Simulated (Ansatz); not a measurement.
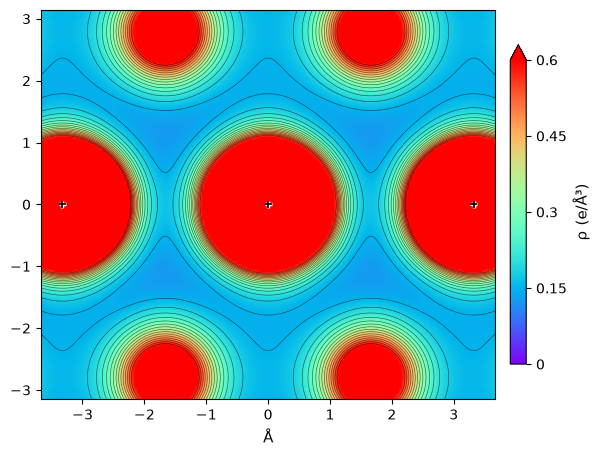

The valence electron density on a plane through atoms (crosses mark nuclei in the plane).

The calculation used Ansatz, DFT, LDA, PAW with Ansatz's default frozen-core files, scalar-relativistic; relaxation of cell and atoms.

Candidates:
A. SnO, a = 3.77 Å, b = 3.77 Å, c = 4.65 Å, α = 90.00°, β = 90.00°, γ = 90.00°. Space group P4/nmm.
B. La, a = 3.33 Å, b = 3.33 Å, c = 5.60 Å, α = 90.00°, β = 90.00°, γ = 120.00°. Space group P6₃/mmc; computed pressure about 7 GPa in this cell.
C. Si, a = 5.40 Å, b = 5.40 Å, c = 5.40 Å, α = 90.00°, β = 90.00°, γ = 90.00°. Space group Fd-3m.

Question: Which candidate gave the map?

Answer: Candidate B: La on the (100) plane of the conventional cell, which holds La. La–La (3.33 Å): ρ is about 0.17 e/Å³ halfway.
